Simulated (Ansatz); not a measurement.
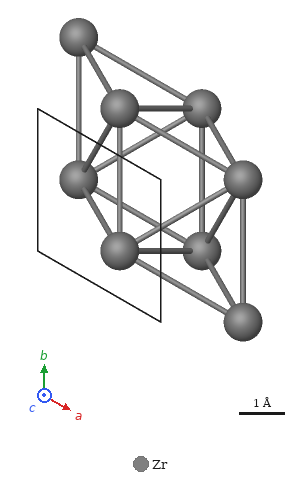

Energy scan for a crystal of Zr (P6_3/mmc), in which the cell is strained along y alone, with the atoms kept at their fractional coordinates. x, y and z are the Cartesian axes of the input. The picture shows the reference cell. A ball-and-stick model of the cell of the calculation, repeated 2 × 2 × 1 with one cell outlined, seen along the c axis.

The calculation used Ansatz, DFT r2SCAN, scalar-relativistic, plane waves, PAW. Settings: plane-wave cutoff 500 eV; k-point mesh 18 × 18 × 10; occupations gaussian; smearing width 0.15 eV; no spin polarisation. Energies (free energies at the smearing named) are counted from the cell as listed in its source, which wasn't relaxed.

Input file:
```yaml
crystal:
  lattice:
    - [3.2319982225, 0.0, 0.0]
    - [-1.6159991112, 2.7989925657, 0.0]
    - [0.0, 0.0, 5.147]
  atoms:
    - { symbol: Zr, position: [0.3333333333, 0.6666666667, 0.25] }
    - { symbol: Zr, position: [0.6666666667, 0.3333333333, 0.75] }
basis:
  ecutwfc: 500
kpoints:
  mp_grid: { grid: [18, 18, 10] }
hamiltonian:
  xc: r2scan
scf:
  occupations: { method: gaussian, width: 0.15 }
output:
  forces: true
  stress: true
  eigenvalues: true
```

Launched with:
```bash
ansatz run input.yaml --threads 1 --pin off --max-ram 1228MiB --backend cpu --events-out ev --progress --plain --runs-dir out
```

What energies does the calculation give (the strain: −0.040, −0.020, 0.000, 0.010, 0.030)?

| strain | energy change (meV/atom) |
| --- | --- |
| −0.040 | 26.4 |
| −0.020 | 7.9 |
| 0.000 | 0.0 |
| 0.010 | −0.2 |
| 0.030 | 6.2 |

Of the computed points the lowest is at the strain 0.01, −0.2 meV/atom. The end points stand at 26.4 meV/atom (−0.04) and 6.2 meV/atom (0.03). The unrelaxed reference is under a pressure of 0.9 GPa, which tilts the curve. The distortion takes the space group from P6_3/mmc to Cmcm. At the strain −0.04 the cell of the drawing goes b 3.232 → 3.136 Å, γ 120.0° → 121.0°.

As a plot:

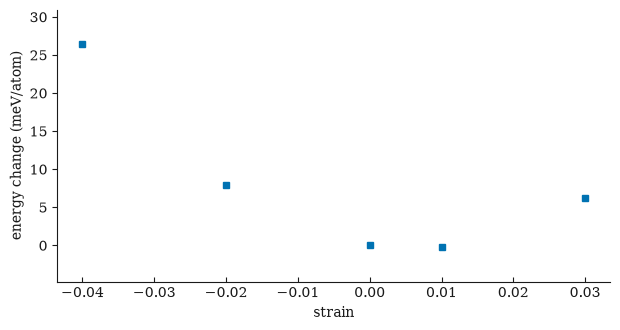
